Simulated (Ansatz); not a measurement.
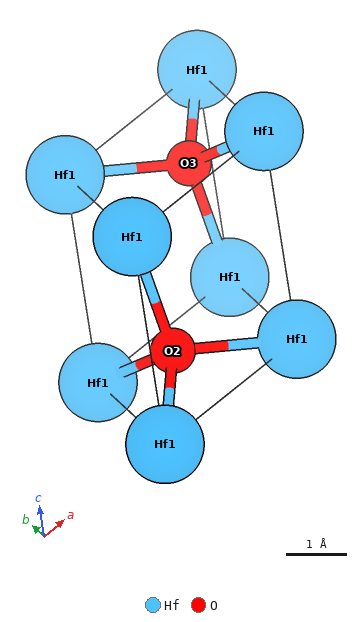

Fig. 1: The structure (ball-and-stick view of the reduced cell, seen slightly off an axis; atoms are numbered from 1 in the order of the input). An atom can appear more than once, as a periodic image. Near neighbours in the periodic cell (some may lie outside the picture): Hf has 8 O at 2.20 to 2.23 Å; O has 4 Hf at 2.20 to 2.23 Å.

## Two runs on HfO$_{2}$

System: HfO$_{2}$ (3 atoms in the cell).
Method of the first run: DFT r2SCAN, scalar-relativistic, plane waves, PAW, no spin polarisation (Ansatz 0.2.0).

The structure derives from an entry of the Crystallography Open Database. Text and figures count atoms from 1; the logs count them from 0 in places.

### Input file, the first run
```yaml
crystal:
  lattice:
    - [-0.025575, 2.5575, 2.5575]
    - [2.5575, -0.025575, 2.5575]
    - [2.531925, 2.531925, 0.0]
  atoms:
    - { symbol: Hf, position: [0.0, 0.0, 0.0] }
    - { symbol: O, position: [0.25, 0.25, 0.25] }
    - { symbol: O, position: [0.75, 0.75, 0.75] }
basis:
  ecutwfc: 500
kpoints:
  mp_grid: { grid: [8, 8, 8] }
hamiltonian:
  xc: r2scan
scf:
  occupations: { method: gaussian, width: 0.05 }
output:
  forces: true
  stress: true
  eigenvalues: true
```

Launched with:
```bash
ansatz run input.yaml --threads 1 --pin off --max-ram 2560MiB --backend cpu --events-out ev --progress --plain --runs-dir out
```

Hardware: 1 thread of Arm Neoverse V1, 24 GiB of memory available, shared host.

### Output, shortened to warnings, some set-up lines, iterations and results (the first run)
```
Basis set: ecut = 500 eV, 873 PW (Γ), exchange–correlation on 108×108×108 points (64 copies of the dense FFT grid, shifted against one another)
Symmetry: 8 space group operations
k-points: 95 of 512
Initial density: superposition of atomic densities (neutral atoms: chi_scale 0, normalization atom), corrected by the library's trained network
[...]
SCF iter   1: F=—  HF=-16876.101127 eV  |F-HF|=—  |Δ(HF+E_count)|=         —  Δρ=1.18e-2  dr2=4.37e-2  dr2_τ=2.19e-1  ethr=1.77e-3  ⟨swp⟩=4.7  Hψ=8073  notcnv=0
SCF iter   2: F=—  HF=-16876.157245 eV  |F-HF|=—  |Δ(HF+E_count)|=   5.61e-2  Δρ=6.45e-3  dr2=4.49e-3  dr2_τ=2.82e-3  ethr=1.15e-4  ⟨swp⟩=2.0  Hψ=5134  notcnv=0
SCF iter   3: F=—  HF=-16876.157359 eV  |F-HF|=—  |Δ(HF+E_count)|=   1.14e-4  Δρ=2.44e-3  dr2=1.04e-3  dr2_τ=1.43e-4  ethr=1.18e-5  ⟨swp⟩=2.0  Hψ=3680  notcnv=0
SCF iter   4: F=—  HF=-16876.157780 eV  |F-HF|=—  |Δ(HF+E_count)|=   4.21e-4  Δρ=1.52e-3  dr2=4.81e-4  dr2_τ=9.71e-5  ethr=2.73e-6  ⟨swp⟩=2.0  Hψ=3895  notcnv=0
SCF iter   5: F=—  HF=-16876.157610 eV  |F-HF|=—  |Δ(HF+E_count)|=   1.71e-4  Δρ=2.83e-4  dr2=2.25e-5  dr2_τ=1.85e-6  ethr=1.27e-6  ⟨swp⟩=2.0  Hψ=3415  notcnv=0
SCF iter   6: F=—  HF=-16876.157608 eV  |F-HF|=—  |Δ(HF+E_count)|=   1.64e-6  Δρ=8.16e-5  dr2=2.03e-6  dr2_τ=2.51e-7  ethr=5.93e-8  ⟨swp⟩=2.0  Hψ=3946  notcnv=0
SCF iter   7: F=—  HF=-16876.157608 eV  |F-HF|=—  |Δ(HF+E_count)|=   2.11e-7  Δρ=2.36e-5  dr2=1.42e-7  dr2_τ=8.00e-9  ethr=5.33e-9  ⟨swp⟩=2.0  Hψ=2719  notcnv=0
SCF iter   8: F=-16876.157608 eV  HF=-16876.157608 eV  |F-HF|=4.07e-10  |Δ(HF+E_count)|=   1.73e-9  Δρ=2.30e-6  dr2=1.31e-9  dr2_τ=1.31e-10  ethr=2.63e-10  ⟨swp⟩=4.0  Hψ=7905 …
SCF 1 converged in 8 iterations: F = -16876.157608 eV  dr2 = 1.31e-9
SCF converged after 8 iterations
Free energy (F): -16876.157608 eV
Harris-Foulkes:  -16876.157608 eV  (|F-HF|=4.07e-10)
Internal energy: -16876.157608 eV  (E = F + TS)
E sigma→0 (E₀):  -16876.157608 eV
Fermi energy:    17.269686 eV
--- Per-component energies (eV) ---
  E_band       = 3.268721
  E_kinetic    = 771.786931
  E_local      = -5814.140393  (includes V_loc(G=0)·N_el)
  E_nonlocal   = -1153.053108
  E_hartree    = 2661.495326
  E_xc         = -430.258580
  E_vxc        = -504.188677  (∫ρ·V_xc dr)
  E_paw        = -7270.307798  (= ΣΔE_a)
  E_vpaw       = 1352.322339  (= ΣTr[D̂ρ^β])
  E_aug_tail   = 0.002120  (compensation charges beyond the density's cutoff)
  E_vtau       = 27.548779  (kinetic-family band-sum trace: ∫τ·v_τ [+ j·A + Jᵃ·Aᵃ] dr)
  E_ewald      = -5641.939746
  E_core_change = 0.257640  (= ΣΔE_core)
  E_smearing   = -0.000000  (= −TS)
  E_closure    = 0.000000  (closes the sum)
  Σ components = -16876.157608   (vs F -16876.157608, Δ=0.00e0)
--- Forces (eV/Å), atoms counted from 1 ---
  atom   1  Hf    -0.00000000    -0.00000000    -0.00000000
  atom   2  O     -0.00000000     0.00000000     0.11387738
  atom   3  O      0.00000000    -0.00000000    -0.11387738
  max |Σ_I F_I| component: 1.39e-17 eV/Å
--- Stress (GPa, compression-positive) ---
       -8.308031       1.652029       0.000000
        1.652029      -8.308031       0.000000
        0.000000       0.000000      -8.324874
  P = ⅓ Tr σ = -8.3136 GPa (-83.136 kbar)
```

The input of the second run differs as follows (lines with − go, lines with + come):
```diff
-    - [-0.025575, 2.5575, 2.5575]
-    - [2.5575, -0.025575, 2.5575]
-    - [2.531925, 2.531925, 0.0]
+    - [0.01918125, 2.5575, 2.5575]
+    - [2.5575, 0.01918125, 2.5575]
+    - [2.57668125, 2.57668125, 0.0]
+  write_density: true
+  write_potential: true
+  elf: true
+  volumetric_format: npy
```

Predict how the results change.

With the same functional and potentials, the second run lies 0.48 meV per atom lower. The largest force goes from 0.114 to 0.085 eV/Å. The SCF takes 7 iterations against 8.

### Output, shortened to warnings, some set-up lines, iterations and results (the second run)
```
Basis set: ecut = 500 eV, 873 PW (Γ), exchange–correlation on 108×108×108 points (64 copies of the dense FFT grid, shifted against one another)
Symmetry: 8 space group operations
k-points: 95 of 512
Initial density: superposition of atomic densities (neutral atoms: chi_scale 0, normalization atom), corrected by the library's trained network
[...]
SCF iter   1: F=—  HF=-16876.102578 eV  |F-HF|=—  |Δ(HF+E_count)|=         —  Δρ=1.18e-2  dr2=4.37e-2  dr2_τ=2.19e-1  ethr=1.77e-3  ⟨swp⟩=4.7  Hψ=8066  notcnv=0
SCF iter   2: F=—  HF=-16876.158679 eV  |F-HF|=—  |Δ(HF+E_count)|=   5.61e-2  Δρ=6.44e-3  dr2=4.47e-3  dr2_τ=2.81e-3  ethr=1.15e-4  ⟨swp⟩=2.0  Hψ=5133  notcnv=0
SCF iter   3: F=—  HF=-16876.158795 eV  |F-HF|=—  |Δ(HF+E_count)|=   1.16e-4  Δρ=2.44e-3  dr2=1.03e-3  dr2_τ=1.42e-4  ethr=1.18e-5  ⟨swp⟩=2.0  Hψ=3676  notcnv=0
SCF iter   4: F=—  HF=-16876.159219 eV  |F-HF|=—  |Δ(HF+E_count)|=   4.24e-4  Δρ=1.52e-3  dr2=4.83e-4  dr2_τ=9.64e-5  ethr=2.72e-6  ⟨swp⟩=2.0  Hψ=3895  notcnv=0
SCF iter   5: F=—  HF=-16876.159048 eV  |F-HF|=—  |Δ(HF+E_count)|=   1.71e-4  Δρ=2.82e-4  dr2=2.23e-5  dr2_τ=1.84e-6  ethr=1.27e-6  ⟨swp⟩=2.0  Hψ=3416  notcnv=0
SCF iter   6: F=—  HF=-16876.159047 eV  |F-HF|=—  |Δ(HF+E_count)|=   1.10e-6  Δρ=7.77e-5  dr2=1.85e-6  dr2_τ=2.03e-7  ethr=5.88e-8  ⟨swp⟩=2.0  Hψ=3810  notcnv=0
SCF iter   7: F=-16876.159047 eV  HF=-16876.159047 eV  |F-HF|=2.80e-8  |Δ(HF+E_count)|=   1.44e-7  Δρ=1.78e-5  dr2=7.21e-8  dr2_τ=5.45e-9  ethr=2.63e-10  ⟨swp⟩=6.3  Hψ=14417  …
SCF 1 converged in 7 iterations: F = -16876.159047 eV  dr2 = 7.21e-8
SCF converged after 7 iterations
Free energy (F): -16876.159047 eV
Harris-Foulkes:  -16876.159047 eV  (|F-HF|=2.80e-8)
Internal energy: -16876.159047 eV  (E = F + TS)
E sigma→0 (E₀):  -16876.159047 eV
Fermi energy:    17.268982 eV
--- Per-component energies (eV) ---
  E_band       = 3.234883
  E_kinetic    = 771.772507
  E_local      = -5813.947667  (includes V_loc(G=0)·N_el)
  E_nonlocal   = -1153.055946
  E_hartree    = 2661.383361
  E_xc         = -430.255196
  E_vxc        = -504.183625  (∫ρ·V_xc dr)
  E_paw        = -7270.302825  (= ΣΔE_a)
  E_vpaw       = 1352.325902  (= ΣTr[D̂ρ^β])
  E_aug_tail   = 0.002079  (compensation charges beyond the density's cutoff)
  E_vtau       = 27.548436  (kinetic-family band-sum trace: ∫τ·v_τ [+ j·A + Jᵃ·Aᵃ] dr)
  E_ewald      = -5642.013000
  E_core_change = 0.257640  (= ΣΔE_core)
  E_smearing   = -0.000000  (= −TS)
  E_closure    = -0.000000  (closes the sum)
  Σ components = -16876.159047   (vs F -16876.159047, Δ=0.00e0)
--- Forces (eV/Å), atoms counted from 1 ---
  atom   1  Hf     0.00000000    -0.00000000     0.00000000
  atom   2  O      0.00000000    -0.00000000    -0.08536363
  atom   3  O     -0.00000000     0.00000000     0.08536363
  max |Σ_I F_I| component: 4.34e-19 eV/Å
--- Stress (GPa, compression-positive) ---
       -8.360152      -1.238128      -0.000000
       -1.238128      -8.360152      -0.000000
       -0.000000      -0.000000      -8.369631
  P = ⅓ Tr σ = -8.3633 GPa (-83.633 kbar)
```

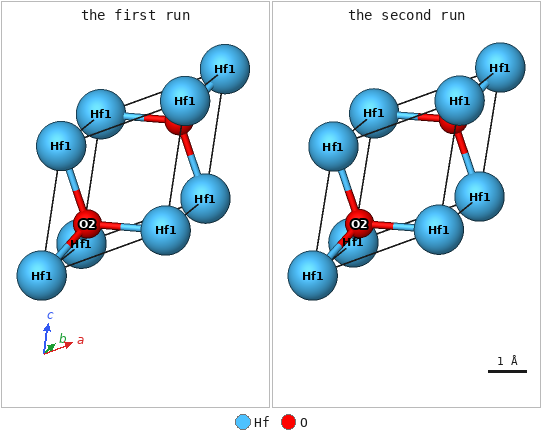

Fig. 2: The two input geometries at one scale (ball-and-stick view of the reduced cell, seen slightly off an axis). No atom moves by more than 0.005 Å relative to the cell. The drawn cell changes at constant volume: a 3.581 → 3.644 Å (+1.8 %), b = c stay at 3.617 Å, α 60.7° → 59.5°, β 60.3° → 59.8°, γ 60.3° → 59.8°. Among the contacts that change: Hf–O 2.230 → 2.204 Å, Hf–O 2.200 → 2.226 Å.

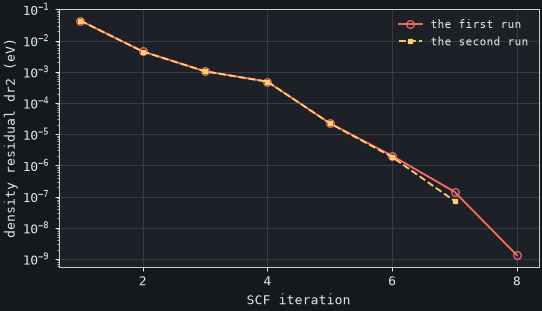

Fig. 3: Convergence of the two runs: density residual dr2 against the SCF iteration. The first run takes 8 iterations in all, and the second run takes 7.

### The two runs side by side

| quantity | the first run | the second run |
| --- | --- | --- |
| outcome | converged | converged |
| free energy per atom (eV) | −5625.3859 | −5625.3863 |
| gap on the mesh (eV) | 4.21 | 4.21 |
| pressure (GPa) | −8.31 | −8.36 |
| largest force (eV/Å) | 0.114 | 0.085 |
| SCF iterations | 8 | 7 |
| irreducible k-points | 95 | 95 |
| plane waves at Γ | 873 | 873 |
| wall time (shared host) | 10 s | 13 s |

For both runs: Spin–orbit coupling is left out, which matters for Hf. For the first run: The cell is under a tension of 8.3 GPa at this level, so it is not at its equilibrium volume. For the second run: The cell is under a tension of 8.4 GPa at this level, so it is not at its equilibrium volume.
